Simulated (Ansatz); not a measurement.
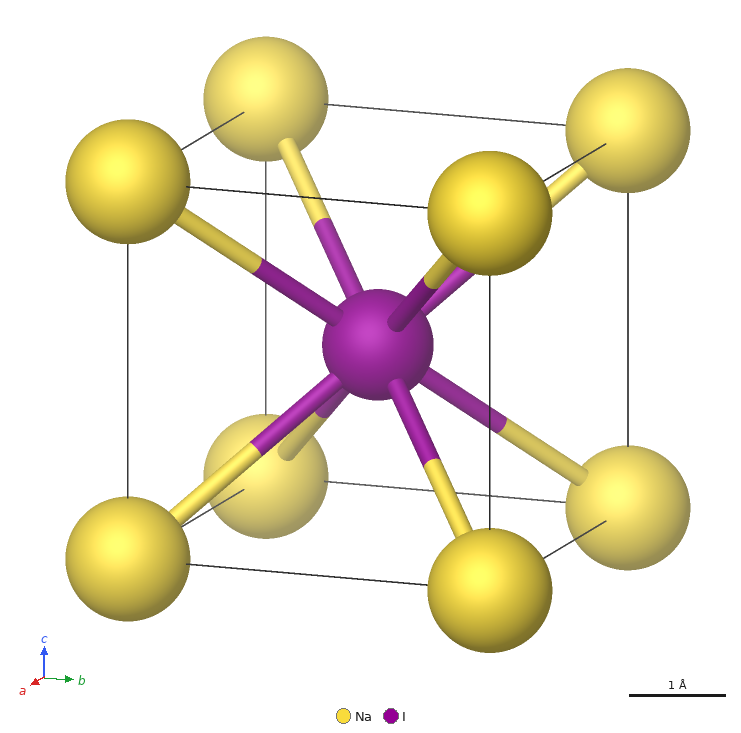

The figure gives a ball-and-stick picture of the atoms, viewed slightly off an axis. Thin lines show the conventional unit cell, with boundary atoms drawn in all their periodic places.

NaI, space group Pm-3m (No. 221), a = 4.04 Å, b = 4.04 Å, c = 4.04 Å, α = 90.00°, β = 90.00°, γ = 90.00°.

Results below were computed with DFT, LDA, plane waves, PAW (Ansatz 0.2.0); the settings were E_cut = 420 eV, a 6×6×6 mesh of k-points, no spin polarisation.

> Is the electronic structure metallic or gapped?

A semiconductor at this level, with a gap of 2.04 eV, indirect; the smallest direct gap is 2.62 eV.

> What is the computed pressure?

The computed pressure is -1.7 GPa (stretched: it would shrink).

The structure comes from a structure type filled with these elements by a generator (whether the compound takes this form wasn't checked). Earlier steps of the study may have refined or changed the cell and positions. A calculation with Ansatz used it as input.
